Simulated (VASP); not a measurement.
Geometry relaxation, with input and output: P (part 2 of 3)

Continued. System: P (R-3m, 2 atoms in the cell). Method: Kohn-Sham DFT of a periodic cell, PBEsol with D3(BJ), VASP PAW PBE potentials, recommended, no spin polarisation (VASP 6.6.1); cutoff 200 eV, 12×12×12 k-mesh, Gaussian smearing of 0.02 eV. The structure derives from a Materials Project entry.

Geometry of the input (Å; fractional positions):
```
1.7257  0.9963  3.1297
-1.7257  0.9963  3.1297
0.0000  -1.9927  3.1297
P  0.2271  0.2271  0.2271
P  0.7729  0.7729  0.7729
```

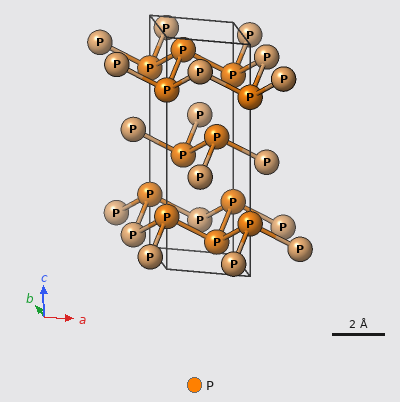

**Figure 1.** The structure as given in the input (ball-and-stick view of the cell 3 times as large as that of the calculation, set on its symmetry axes, seen slightly off an axis; neighbours outside the cell are drawn fainter). An atom can appear more than once, as a periodic image.

### Parts of OUTCAR, continued
```
Analysis of symmetry for initial positions (statically):
=====================================================================
 Subroutine PRICEL returns:
 Original cell was already a primitive cell.

 Routine SETGRP: Setting up the symmetry group for a
 trigonal (rhombohedral) supercell.

 Subroutine GETGRP returns: Found 12 space group operations
 (whereof 12 operations were pure point group operations)
 out of a pool of 12 trial point group operations.

The static configuration has the point symmetry D_3d.

Analysis of symmetry for dynamics (positions and initial velocities):
=====================================================================
 Subroutine PRICEL returns:
 Original cell was already a primitive cell.

 Routine SETGRP: Setting up the symmetry group for a
 trigonal (rhombohedral) supercell.

 Subroutine GETGRP returns: Found 12 space group operations
 (whereof 12 operations were pure point group operations)
 out of a pool of 12 trial point group operations.

The dynamic configuration has the point symmetry D_3d.

 Subroutine INISYM returns: Found 12 space group operations
 (whereof 12 operations are pure point group operations),
 and found     1 'primitive' translations

----------------------------------------------------------------------------------------

                                     Primitive cell

  volume of cell :      32.2875

  direct lattice vectors                    reciprocal lattice vectors
     1.725725180  0.996347900  3.129680010     0.289733270  0.167277582  0.106507161
    -1.725725180  0.996347900  3.129680010    -0.289733270  0.167277582  0.106507161
     0.000000000 -1.992695790  3.129680010     0.000000000 -0.334555163  0.106507162

  length of vectors
     3.710220142  3.710220142  3.710220139     0.351099605  0.351099605  0.351099605

  position of ions in fractional coordinates (direct lattice)
     0.227080250  0.227080250  0.227080250
     0.772919750  0.772919750  0.772919750

  ion indices of the primitive-cell ions
   primitive index   ion index
                 1           1
                 2           2

----------------------------------------------------------------------------------------

 KPOINTS: Automatic mesh

Automatic generation of k-mesh.
 Grid dimensions read from file:
 generate k-points for:   12   12   12

 Generating k-lattice:

  Cartesian coordinates                     Fractional coordinates (reciprocal lattice)
     0.024144439  0.013939798  0.008875597     0.083333333  0.000000000  0.000000000
    -0.024144439  0.013939798  0.008875597     0.000000000  0.083333333  0.000000000
     0.000000000 -0.027879597  0.008875597     0.000000000  0.000000000  0.083333333

  Length of vectors
     0.029258300  0.029258300  0.029258300

  Shift w.r.t. Gamma in fractional coordinates (k-lattice)
     0.000000000  0.000000000  0.000000000

 Subroutine IBZKPT returns following result:
 ===========================================

 Found    189 irreducible k-points:

 Following reciprocal coordinates:
            Coordinates               Weight
  0.000000  0.000000  0.000000      1.000000
  0.083333 -0.000000  0.000000      6.000000
  0.166667  0.000000  0.000000      6.000000
  0.250000  0.000000  0.000000      6.000000
  0.333333  0.000000 -0.000000      6.000000
  0.416667 -0.000000  0.000000      6.000000
  0.500000  0.000000  0.000000      3.000000
  0.083333  0.083333  0.000000      6.000000
  0.166667  0.083333  0.000000     12.000000
  0.250000  0.083333 -0.000000     12.000000
  0.333333  0.083333 -0.000000     12.000000
  0.416667  0.083333  0.000000     12.000000
  0.500000  0.083333  0.000000     12.000000
 -0.416667  0.083333 -0.000000     12.000000
 -0.333333  0.083333 -0.000000     12.000000
 -0.250000  0.083333  0.000000     12.000000
 -0.166667  0.083333  0.000000     12.000000
 -0.083333  0.083333  0.000000      6.000000
  0.166667  0.166667  0.000000      6.000000
  0.250000  0.166667 -0.000000     12.000000
  0.333333  0.166667  0.000000     12.000000
  0.416667  0.166667  0.000000     12.000000
  0.500000  0.166667  0.000000     12.000000
 -0.416667  0.166667 -0.000000     12.000000
 [... further k-points ...]
   k-points           NKPTS =    189   k-points in BZ     NKDIM =    189   number of bands    NBANDS=      9
   number of dos      NEDOS =    301   number of ions     NIONS =      2
   total plane-waves  NPLWV =   5832
   dimension x,y,z NGX =    18 NGY =   18 NGZ =   18
   dimension x,y,z NGXF=    36 NGYF=   36 NGZF=   36
   ions per type =               2
   NGX,Y,Z   is equivalent  to a cutoff of   8.07,  8.07,  8.07 a.u.
   NGXF,Y,Z  is equivalent  to a cutoff of  16.13, 16.13, 16.13 a.u.
 SYSTEM =  P
   PREC   = accura    normal or accurate (medium, high low for compatibility)
   ISTART =      0    job   : 0-new  1-cont  2-samecut
   ICHARG =      2    charge: 1-file 2-atom 10-const
   ISPIN  =      1    spin polarized calculation?
   LNONCOLLINEAR =      F non collinear calculations
   LSORBIT =      F    spin-orbit coupling
   LASPH  =      T    aspherical Exc in radial PAW
   ENCUT  =  200.0 eV  14.70 Ry    3.83 a.u.   4.28  4.28  4.28*2*pi/ulx,y,z
   NELM   =    100;   NELMIN=  2; NELMDL= -5     # of ELM steps
   EDIFF  = 0.1E-06   stopping-criterion for ELM
   LREAL  =      F    real-space projection
   EDIFFG = -.2E-02   stopping-criterion for IOM
   NSW    =     80    number of steps for IOM
   IBRION =      2    ionic relax: 0-MD 1-quasi-New 2-CG
   NFREE  =      1    steps in history (QN), initial steepest desc. (CG)
   ISIF   =      3    stress and relaxation
   ISYM   =      2    0-nonsym 1-usesym 2-fastsym
   POTIM  = 0.5000    time-step for ionic-motion
   TEBEG  =    0.0;   TEEND  =   0.0 temperature during run
   PSTRESS=   60.0 pullay stress
   NELECT =      10.0000    total number of electrons
   NUPDOWN=      -1.0000    fix difference up-down
   EMIN   =  10.00;   EMAX   =-10.00  energy-range for DOS
   EFERMI =   0.00;   METHOD = LEGACY
   ISMEAR =     0;   SIGMA  =   0.02  broadening in eV -4-tet -1-fermi 0-gaus
   EFERMI_NEDOS =   21; number of points for ismear=-14 and -15
   IALGO  =     68    algorithm
   IMIX   =      4    mixing-type and parameters
     AMIX     =   0.40;   BMIX     =  1.00
     AMIX_MAG =   1.60;   BMIX_MAG =  1.00
  volume/ion in A,a.u.               =      16.14       108.94
  Fermi-wavevector in a.u.,A,eV,Ry     =   1.107636  2.093128 16.692396  1.226857
  Thomas-Fermi vector in A             =   2.244152
   LORBIT       =      0    0 simple, 1 ext, 2 COOP (PROOUT), +10 PAW based schemes
   GGA     = PS    functional components
   LHFCALC =     F    Hartree Fock is set to
   AEXX    =    0.0000 exact exchange contribution
   IVDW    =    12    specifies the selected vdW correction
   LEPSILON=     F    determine dielectric tensor
   LRPA    =     F    only Hartree local field effects (RPA)
 conjugate gradient relaxation of ions
 non-spin polarized calculation
 RMM-DIIS sequential band-by-band and
 Gauss-broadening in eV      SIGMA  =   0.02
  energy-cutoff  :      200.00
  volume of cell :       32.29
 maximum number of plane-waves:       214
 NGX is ok and might be reduce to    18
   NGX =  9   NGY =  9   NGZ =  9

--------------------------------------- Ionic step        1  -------------------------------------------

 number of electron      10.0000000 magnetization

 number of electron       9.9999995 magnetization

 Free energy of the ion-electron system (eV)
  ---------------------------------------------------
  ext. energy  EPLUGINS =         0.00000000
  ---------------------------------------------------
  free energy    TOTEN  =       -11.46638605 eV

  energy without entropy =      -11.46627936  energy(sigma->0) =      -11.46633270

 E-fermi :   8.9717     XC(G=0): -10.8727     alpha+bet :-13.6773

 val. band max:        8.9698352537   @ k =   0.5000   0.5000   0.0000
 cond. band min:       8.9728233754   @ k =   0.4167   0.4167   0.4167
 fundamental gap:      0.0029881218
 Fermi energy:         8.9717024221

 k-point     1 :       0.0000    0.0000    0.0000
  band No.  band energies     occupation
      1      -7.6234      2.00000
      2       5.3315      2.00000
      3       5.7895      2.00000
      4       6.0659      2.00000
      5       6.0659      2.00000
      6      10.2537      0.00000
      7      11.6110      0.00000
      8      11.6110      0.00000
      9      14.8204      0.00000

 k-point     2 :       0.0833   -0.0000    0.0000
  band No.  band energies     occupation
      1      -7.5107      2.00000
      2       4.3015      2.00000
      3       5.7633      2.00000
      4       5.9725      2.00000
      5       6.6031      2.00000
      6      10.5823      0.00000
      7      11.5661      0.00000
      8      11.5953      0.00000
      9      14.2223      0.00000

 k-point     3 :       0.1667    0.0000    0.0000
  band No.  band energies     occupation
      1      -7.1732      2.00000
      2       2.7221      2.00000
      3       5.5845      2.00000
      4       5.7505      2.00000
      5       7.1842      2.00000
      6      10.6426      0.00000
      7      11.2680      0.00000
      8      11.5244      0.00000
      9      13.5207      0.00000

 k-point     4 :       0.2500    0.0000    0.0000
  band No.  band energies     occupation
      1      -6.6163      2.00000
      2       1.0371      2.00000
      3       5.4674      2.00000
      4       5.4880      2.00000
      5       7.6124      2.00000
      6      10.1732      0.00000
      7      10.6219      0.00000
      8      10.6449      0.00000
      9      14.7707      0.00000

 k-point     5 :       0.3333    0.0000   -0.0000
  band No.  band energies     occupation
      1      -5.8501      2.00000
      2      -0.5966      2.00000
      3       5.2744      2.00000
      4       5.4574      2.00000
      5       7.9273      2.00000
      6       9.4834      0.00000
      7       9.8477      0.00000
      8      10.0278      0.00000
      9      15.5307      0.00000

 [... the levels of 18 k-points are left out ...]

 k-point    24 :      -0.4167    0.1667   -0.0000
  band No.  band energies     occupation
      1      -3.8899      2.00000
      2      -2.7193      2.00000
      3       3.0411      2.00000
      4       5.2170      2.00000
      5       6.4214      2.00000
      6       9.6630      0.00000
      7      10.6120      0.00000
      8      12.4532      0.00000
      9      16.5802      0.00000

 [... further k-points ...]

------------------------ aborting loop because EDIFF is reached ----------------------------------------

 Edisp (eV)   -0.70006

 E8    (eV) :    -0.4152

  FORCE on cell =-STRESS in cart. coord.  units (eV):
  Direction    XX          YY          ZZ          XY          YZ          ZX
  --------------------------------------------------------------------------------------
  -------------------------------------------------------------------------------------
  Total      -1.38603    -1.38603    -1.55983    -0.00000    -0.00000     0.00000
  in kB     -68.77794   -68.77794   -77.40255    -0.00000    -0.00000     0.00000
  external pressure =     -131.65 kB  Pullay stress =       60.00 kB

 VOLUME and BASIS-vectors are now :
 -----------------------------------------------------------------------------
  energy-cutoff  :      200.00
  volume of cell :       32.29
      direct lattice vectors                 reciprocal lattice vectors
     1.725725180  0.996347900  3.129680010     0.289733270  0.167277582  0.106507161
    -1.725725180  0.996347900  3.129680010    -0.289733270  0.167277582  0.106507161
     0.000000000 -1.992695790  3.129680010     0.000000000 -0.334555163  0.106507162

 POSITION                                       TOTAL-FORCE (eV/Angst)
 -----------------------------------------------------------------------------------
      0.00000      0.00000      2.13207         0.000000      0.000000      0.346161
      0.00000      0.00000      7.25697         0.000000     -0.000000     -0.346161
 -----------------------------------------------------------------------------------
    total drift:                                0.000000     -0.000000     -0.000000

  FREE ENERGIE OF THE ION-ELECTRON SYSTEM (eV)
  ---------------------------------------------------
  free  energy   TOTEN  =       -12.1664432563 eV

  energy  without entropy=      -12.1663365586  energy(sigma->0) =      -12.16638991

  enthalpy is  TOTEN    =       -10.9573090748 eV   P V=        1.2091341815

--------------------------------------- Ionic step        2  -------------------------------------------

 number of electron       9.9999996 magnetization

------------------------ aborting loop because EDIFF is reached ----------------------------------------

 Edisp (eV)   -0.85777

 E8    (eV) :    -0.5092

  FORCE on cell =-STRESS in cart. coord.  units (eV):
  Direction    XX          YY          ZZ          XY          YZ          ZX
  --------------------------------------------------------------------------------------
  -------------------------------------------------------------------------------------
  Total       3.25060     3.25060     1.35232    -0.00000     0.00000     0.00000
  in kB     196.70255   196.70255    81.83241    -0.00000     0.00000     0.00000
  external pressure =       98.41 kB  Pullay stress =       60.00 kB

 VOLUME and BASIS-vectors are now :
 -----------------------------------------------------------------------------
  energy-cutoff  :      200.00
  volume of cell :       26.48
      direct lattice vectors                 reciprocal lattice vectors
     1.617696880  0.933977731  2.920644927     0.309081390  0.178448224  0.114130044
    -1.617696880  0.933977731  2.920644927    -0.309081390  0.178448224  0.114130044
     0.000000000 -1.867955454  2.920644927     0.000000000 -0.356896448  0.114130044

 POSITION                                       TOTAL-FORCE (eV/Angst)
 -----------------------------------------------------------------------------------
      0.00000      0.00000      2.00525         0.000000      0.000000      1.437995
      0.00000      0.00000      6.75669        -0.000000     -0.000000     -1.437995
 -----------------------------------------------------------------------------------
    total drift:                               -0.000000     -0.000000      0.000000

  FREE ENERGIE OF THE ION-ELECTRON SYSTEM (eV)
  ---------------------------------------------------
  free  energy   TOTEN  =       -12.1077493975 eV

  energy  without entropy=      -12.1077049602  energy(sigma->0) =      -12.10772718

  enthalpy is  TOTEN    =       -11.1162228474 eV   P V=        0.9915265501

--------------------------------------- Ionic step        3  -------------------------------------------

 number of electron      10.0000004 magnetization

------------------------ aborting loop because EDIFF is reached ----------------------------------------

 Edisp (eV)   -0.80774

 E8    (eV) :    -0.4793

  FORCE on cell =-STRESS in cart. coord.  units (eV):
  Direction    XX          YY          ZZ          XY          YZ          ZX
  --------------------------------------------------------------------------------------
  -------------------------------------------------------------------------------------
  Total       1.66148     1.66148     0.32237     0.00000     0.00000     0.00000
  in kB      94.82459    94.82459    18.39822     0.00000     0.00000     0.00000
  external pressure =        9.35 kB  Pullay stress =       60.00 kB

 VOLUME and BASIS-vectors are now :
 -----------------------------------------------------------------------------
  energy-cutoff  :      200.00
  volume of cell :       28.07
      direct lattice vectors                 reciprocal lattice vectors
     1.648827050  0.951950744  2.980881900     0.303245874  0.175079087  0.111823730
    -1.648827050  0.951950744  2.980881900    -0.303245874  0.175079087  0.111823730
     0.000000000 -1.903901479  2.980881900     0.000000000 -0.350158174  0.111823731

 POSITION                                       TOTAL-FORCE (eV/Angst)
```
